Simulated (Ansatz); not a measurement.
# Two runs on SiO2

System: SiO2 (P4₁2₁2, 12 atoms in the cell).
Method of run A: Kohn-Sham DFT of a periodic cell, PBE, Ansatz PAW, no spin polarisation (Ansatz 0.2.0).

The structure derives from an entry of the Crystallography Open Database. Text and figures count atoms from 1; the logs count them from 0 in places.

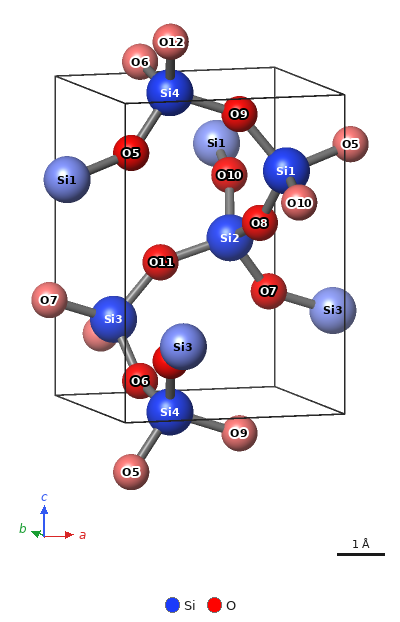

Fig. 1: The starting structure (ball-and-stick view of the cell of the calculation, seen slightly off an axis; neighbours outside the cell are drawn fainter; atoms are numbered from 1 in the order of the input). Near neighbours in the crystal (not all of them lie inside the picture): Si has 4 O at 1.60 to 1.61 Å; O has 2 Si at 1.60 to 1.61 Å.

## The input, run A
```yaml
crystal:
  lattice:
    - [4.982, 0.0, 0.0]
    - [0.0, 4.982, 0.0]
    - [0.0, 0.0, 6.963]
  atoms:
    - { symbol: Si, position: [0.79897, 0.20103, 0.75] }
    - { symbol: Si, position: [0.70103, 0.70103, 0.5] }
    - { symbol: Si, position: [0.20103, 0.79897, 0.25] }
    - { symbol: Si, position: [0.29897, 0.29897, 0.0] }
    - { symbol: O, position: [0.10347, 0.23989, 0.82187] }
    - { symbol: O, position: [0.26011, 0.60347, 0.07187] }
    - { symbol: O, position: [0.89653, 0.76011, 0.32187] }
    - { symbol: O, position: [0.73989, 0.39653, 0.57187] }
    - { symbol: O, position: [0.60347, 0.26011, 0.92813] }
    - { symbol: O, position: [0.76011, 0.89653, 0.67813] }
    - { symbol: O, position: [0.39653, 0.73989, 0.42813] }
    - { symbol: O, position: [0.23989, 0.10347, 0.17813] }
hamiltonian:
  xc: pbe
  pseudopotentials: { kind: paw }
kpoints:
  mp_grid: { grid: [6, 6, 4] }
scf:
  occupations: { method: fermi_dirac, width: 0.05 }
output:
  forces: true
  stress: true
  eigenvalues: true
relax:
  f_tol: 0.01
  max_steps: 40
  cell: { stress_tol: 0.05 }
```

Command:
```bash
ansatz run input.yaml --threads 4 --pin off --max-ram 11264MiB --backend cpu --events-out ev --progress --plain --runs-dir out
```

Hardware: 4 threads of Arm Neoverse V1, 24 GiB of memory available, shared host.

## Output, shortened to warnings, some set-up lines, iterations and results (run A)
```
Basis set: ecut = 420 eV, 3387 PW (Γ), exchange–correlation on 72×72×96 points (8 copies of the dense FFT grid, shifted against one another)
Symmetry: 8 space group operations
k-points: 30 of 144 (time reversal used)
Initial density: superposition of atomic densities (neutral atoms: chi_scale 0, normalization atom), corrected by the library's trained network
[...]
SCF iter   1: F=—  HF=-7096.245382 eV  |F-HF|=—  |Δ(HF+E_count)|=         —  Δρ=9.91e-4  dr2=4.93e-4  ethr=1.77e-3  ⟨swp⟩=7.0  Hψ=6996  notcnv=0  defer=38
SCF iter   2: F=—  HF=-7096.248471 eV  |F-HF|=—  |Δ(HF+E_count)|=   3.09e-3  Δρ=5.23e-4  dr2=1.39e-4  ethr=7.71e-7  ⟨swp⟩=2.6  Hψ=2573  notcnv=0  defer=70
SCF iter   3: F=—  HF=-7096.249349 eV  |F-HF|=—  |Δ(HF+E_count)|=   8.78e-4  Δρ=2.06e-4  dr2=3.68e-5  ethr=2.17e-7  ⟨swp⟩=2.0  Hψ=2127  notcnv=0  defer=70
SCF iter   4: F=—  HF=-7096.249955 eV  |F-HF|=—  |Δ(HF+E_count)|=   6.06e-4  Δρ=3.89e-5  dr2=1.48e-6  ethr=5.76e-8  ⟨swp⟩=2.0  Hψ=1869  notcnv=0  defer=70
SCF iter   5: F=—  HF=-7096.249957 eV  |F-HF|=—  |Δ(HF+E_count)|=   2.02e-6  Δρ=1.36e-5  dr2=1.94e-7  ethr=2.32e-9  ⟨swp⟩=2.6  Hψ=2325  notcnv=0  defer=70
[... 63 lines ...]
SCF iter   2: F=—  HF=-7096.381353 eV  |F-HF|=—  |Δ(HF+E_count)|=   6.25e-4  Δρ=3.53e-5  dr2=7.12e-8  ethr=4.70e-10  ⟨swp⟩=2.2  Hψ=2298  notcnv=0
SCF iter   3: F=—  HF=-7096.381504 eV  |F-HF|=—  |Δ(HF+E_count)|=   1.51e-4  Δρ=6.18e-6  dr2=4.64e-9  ethr=1.11e-10  ⟨swp⟩=2.0  Hψ=2262  notcnv=0
SCF iter   4: F=-7096.381508 eV  HF=-7096.381508 eV  |F-HF|=6.97e-10  |Δ(HF+E_count)|=   4.36e-6  Δρ=3.85e-7  dr2=1.13e-10  ethr=1.00e-12  ⟨swp⟩=6.4  Hψ=6683  notcnv=0
SCF 10 converged in 4 iterations: F = -7096.381508 eV  dr2 = 1.13e-10
relax step  10: F+E_penalty+E_count = -7096.38150802 eV  Δ(F+E_penalty+E_count) = -1.597e-3 eV  max|allowed force component| = 6.849e-4 eV/Å  Δτ_max = 0.0000 Å  P = +0.007 …
basis re-selected at this cell: Δ(F+E_penalty+E_count) = -1.597e-3 eV, ΔP = +0.004 GPa vs the last step (what re-selecting the basis moved, of the pressure what is left beyond the Pulay correction that the steps carried, after the strain that the cell walked since its last selection, with what the …
SCF converged after 4 iterations
Free energy (F): -7096.381508 eV
Harris-Foulkes:  -7096.381508 eV  (|F-HF|=6.97e-10)
Internal energy: -7096.381508 eV  (E = F + TS)
E sigma→0 (E₀):  -7096.381508 eV
Fermi energy:    3.694019 eV
--- Per-component energies (eV) ---
  E_band       = -383.130206
  E_kinetic    = 1605.523077
  E_local      = -4678.279803  (includes V_loc(G=0)·N_el)
  E_nonlocal   = 479.304681
  E_hartree    = 1731.218798
  E_xc         = -815.400732
  E_vxc        = -946.200386  (∫ρ·V_xc dr)
  E_paw        = -3324.566494  (= ΣΔE_a)
  E_vpaw       = -305.936422  (= ΣTr[D̂ρ^β])
  E_aug_tail   = 0.020800  (compensation charges beyond the density's cutoff)
  E_ewald      = -2094.201835
  E_smearing   = -0.000000  (= −TS)
  E_closure    = 0.000000  (closes the sum)
  Σ components = -7096.381508   (vs F -7096.381508, Δ=0.00e0)
--- Forces (eV/Å), atoms counted from 1 ---
  atom   1  Si    -0.00060483     0.00060483    -0.00000000
  atom   2  Si     0.00060483     0.00060483     0.00000000
  atom   3  Si     0.00060483    -0.00060483    -0.00000000
  atom   4  Si    -0.00060483    -0.00060483     0.00000000
  atom   5  O     -0.00044463     0.00016878     0.00068489
  atom   6  O     -0.00016878    -0.00044463     0.00068489
  atom   7  O      0.00044463    -0.00016878     0.00068489
  atom   8  O      0.00016878     0.00044463     0.00068489
  atom   9  O     -0.00044463    -0.00016878    -0.00068489
  atom  10  O     -0.00016878     0.00044463    -0.00068489
  atom  11  O      0.00044463     0.00016878    -0.00068489
  atom  12  O      0.00016878    -0.00044463    -0.00068489
  max |Σ_I F_I| component: 1.58e-17 eV/Å
--- Stress (GPa, compression-positive) ---
        0.005122       0.000000      -0.000000
        0.000000       0.005122       0.000000
       -0.000000       0.000000       0.009707
  P = ⅓ Tr σ = 0.0067 GPa (0.067 kbar)
--- Relaxed structure (7 steps of the walk, 7 accepted, 3 SCFs on fresh bases) ---
[...]
```

For run B the input was changed thus:
```diff
+  dispersion: d3bj
```

Predict how the results change.

The total energies belong to different models, so their difference says nothing on which is more stable or more accurate. The gap on the mesh goes from 5.51 to 5.65 eV. The volume per atom goes from 15.28 to 13.92 Å³. The SCF takes 49 iterations over all geometry steps against 53.

## Output, shortened to warnings, some set-up lines, iterations and results (run B)
```
Basis set: ecut = 420 eV, 3387 PW (Γ), exchange–correlation on 72×72×96 points (8 copies of the dense FFT grid, shifted against one another)
Symmetry: 8 space group operations
k-points: 30 of 144 (time reversal used)
Initial density: superposition of atomic densities (neutral atoms: chi_scale 0, normalization atom), corrected by the library's trained network
[...]
SCF iter   1: F=—  HF=-7097.689768 eV  |F-HF|=—  |Δ(HF+E_count)|=         —  Δρ=9.91e-4  dr2=4.93e-4  ethr=1.77e-3  ⟨swp⟩=7.0  Hψ=6996  notcnv=0  defer=38
SCF iter   2: F=—  HF=-7097.692857 eV  |F-HF|=—  |Δ(HF+E_count)|=   3.09e-3  Δρ=5.23e-4  dr2=1.39e-4  ethr=7.71e-7  ⟨swp⟩=2.6  Hψ=2573  notcnv=0  defer=70
SCF iter   3: F=—  HF=-7097.693735 eV  |F-HF|=—  |Δ(HF+E_count)|=   8.78e-4  Δρ=2.06e-4  dr2=3.68e-5  ethr=2.17e-7  ⟨swp⟩=2.0  Hψ=2127  notcnv=0  defer=70
SCF iter   4: F=—  HF=-7097.694341 eV  |F-HF|=—  |Δ(HF+E_count)|=   6.06e-4  Δρ=3.89e-5  dr2=1.48e-6  ethr=5.76e-8  ⟨swp⟩=2.0  Hψ=1869  notcnv=0  defer=70
SCF iter   5: F=—  HF=-7097.694343 eV  |F-HF|=—  |Δ(HF+E_count)|=   2.02e-6  Δρ=1.36e-5  dr2=1.94e-7  ethr=2.32e-9  ⟨swp⟩=2.6  Hψ=2325  notcnv=0  defer=70
[... 57 lines ...]
SCF iter   3: F=—  HF=-7097.808922 eV  |F-HF|=—  |Δ(HF+E_count)|=   2.67e-7  Δρ=7.70e-6  dr2=1.31e-8  ethr=2.37e-10  ⟨swp⟩=2.8  Hψ=2375  notcnv=0
SCF iter   4: F=—  HF=-7097.808922 eV  |F-HF|=—  |Δ(HF+E_count)|=   2.81e-8  Δρ=4.25e-7  dr2=1.25e-10  ethr=2.05e-11  ⟨swp⟩=2.0  Hψ=2280  notcnv=0
SCF iter   5: F=-7097.808922 eV  HF=-7097.808922 eV  |F-HF|=3.82e-11  |Δ(HF+E_count)|=  1.93e-10  Δρ=1.31e-7  dr2=1.91e-11  ethr=1.00e-12  ⟨swp⟩=6.2  Hψ=4837  notcnv=0
SCF 9 converged in 5 iterations: F = -7097.808922 eV  dr2 = 1.91e-11
relax step   9: F+E_penalty+E_count = -7097.80892237 eV  Δ(F+E_penalty+E_count) = +3.456e-3 eV  max|allowed force component| = 2.104e-3 eV/Å  Δτ_max = 0.0000 Å  P = -0.035 …
basis re-selected at this cell: Δ(F+E_penalty+E_count) = +3.456e-3 eV, ΔP = -0.022 GPa vs the last step (what re-selecting the basis moved, of the pressure what is left beyond the Pulay correction that the steps carried, after the strain that the cell walked since its last selection, with what the …
SCF converged after 5 iterations
Free energy (F): -7097.808922 eV
Harris-Foulkes:  -7097.808922 eV  (|F-HF|=3.82e-11)
Internal energy: -7097.808922 eV  (E = F + TS)
E sigma→0 (E₀):  -7097.808922 eV
Fermi energy:    4.501580 eV
--- Per-component energies (eV) ---
  E_band       = -333.107207
  E_kinetic    = 1606.946212
  E_local      = -4301.323226  (includes V_loc(G=0)·N_el)
  E_nonlocal   = 479.954800
  E_hartree    = 1567.244428
  E_xc         = -816.495191
  E_vxc        = -947.611712  (∫ρ·V_xc dr)
  E_paw        = -3324.258640  (= ΣΔE_a)
  E_vpaw       = -305.582780  (= ΣTr[D̂ρ^β])
  E_aug_tail   = 0.020680  (compensation charges beyond the density's cutoff)
  E_ewald      = -2308.388592
  E_disp       = -1.509393  (pairwise vdW)
  E_smearing   = -0.000000  (= −TS)
  E_closure    = -0.000000  (closes the sum)
  Σ components = -7097.808922   (vs F -7097.808922, Δ=0.00e0)
--- Forces (eV/Å), atoms counted from 1 ---
  atom   1  Si    -0.00091616     0.00091616    -0.00000000
  atom   2  Si     0.00091616     0.00091616     0.00000000
  atom   3  Si     0.00091616    -0.00091616    -0.00000000
  atom   4  Si    -0.00091616    -0.00091616     0.00000000
  atom   5  O      0.00210447    -0.00018165     0.00005247
  atom   6  O      0.00018165     0.00210447     0.00005247
  atom   7  O     -0.00210447     0.00018165     0.00005247
  atom   8  O     -0.00018165    -0.00210447     0.00005247
  atom   9  O      0.00210447     0.00018165    -0.00005247
  atom  10  O      0.00018165    -0.00210447    -0.00005247
  atom  11  O     -0.00210447    -0.00018165    -0.00005247
  atom  12  O     -0.00018165     0.00210447    -0.00005247
  max |Σ_I F_I| component: 7.54e-18 eV/Å
--- Stress (GPa, compression-positive) ---
       -0.027761       0.000000      -0.000000
        0.000000      -0.027761       0.000000
       -0.000000       0.000000      -0.049014
  P = ⅓ Tr σ = -0.0348 GPa (-0.348 kbar)
--- Relaxed structure (7 steps of the walk, 7 accepted, 2 SCFs on fresh bases) ---
[...]
```

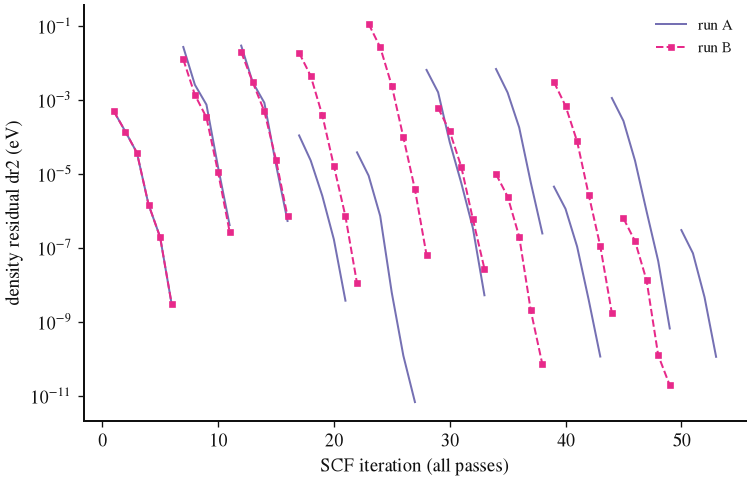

Fig. 2: Convergence of the two runs: density residual dr2 against the SCF iteration. A break in a curve parts two SCF passes. Run A takes 53 iterations in all, and run B takes 49.

## The two runs side by side

```tsv
quantity	run A	run B
outcome	converged	converged
free energy per atom (eV)	−591.3651	−591.4841
gap on the mesh (eV)	5.51	5.65
pressure (GPa)	0.01	−0.03
volume per atom (Å³)	15.28	13.92
largest force (eV/Å)	0.001	0.002
SCF iterations	53	49
irreducible k-points	30	30
wall time (shared host)	78 s	63 s
```
